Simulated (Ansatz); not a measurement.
A periodic structure is given below.

```xyz
4
Lattice="3.5191 0.0000 0.0000 0.0000 3.5191 0.0000 0.0000 0.0000 3.5191" Properties=species:S:1:pos:R:3 pbc="T T T"
Al    0.0000    0.0000    0.0000
Ni    0.0000    1.7595    1.7595
Ni    1.7595    0.0000    1.7595
Ni    1.7595    1.7595    0.0000
```

Question: Interpret the file: composition, symmetry and coordination.

Answer: The material is AlNi3. The structure has Pm-3m (No. 221) symmetry and a primitive cubic lattice. Prototype: Cu₃Au (L1₂) type. With Z = 1, the cell contains 1 Al, 3 Ni. Al bonds to twelve Ni in a cuboctahedral arrangement at 2.49 Å. The coordination shell of Ni holds eight Ni and four Al in a cuboctahedral arrangement (2.49 Å to Ni, 2.49 Å to Al). The bonds build a three-dimensional framework.

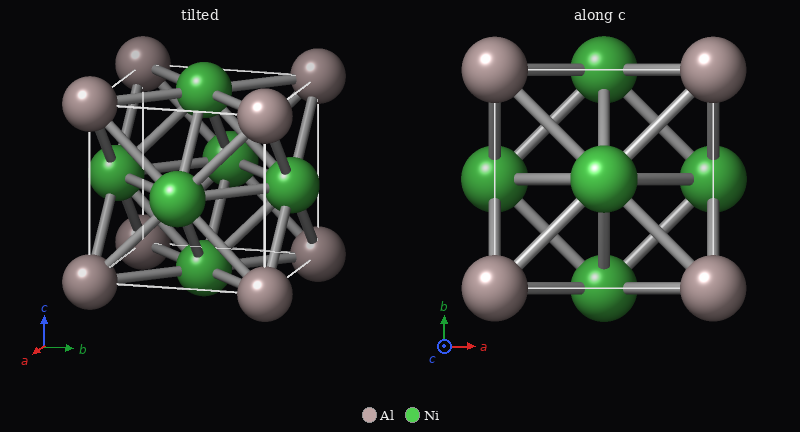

Ball-and-stick drawing of the structure, looking slightly off an axis and along the c axis. Thin lines show the conventional unit cell, with boundary atoms drawn in all their periodic places. Colours: aluminium light grey, nickel green.

Origin of the cell: a structure listed in the Materials Project. Earlier steps of the study may have refined or changed the cell and positions. It was run through Ansatz as a DFT input.
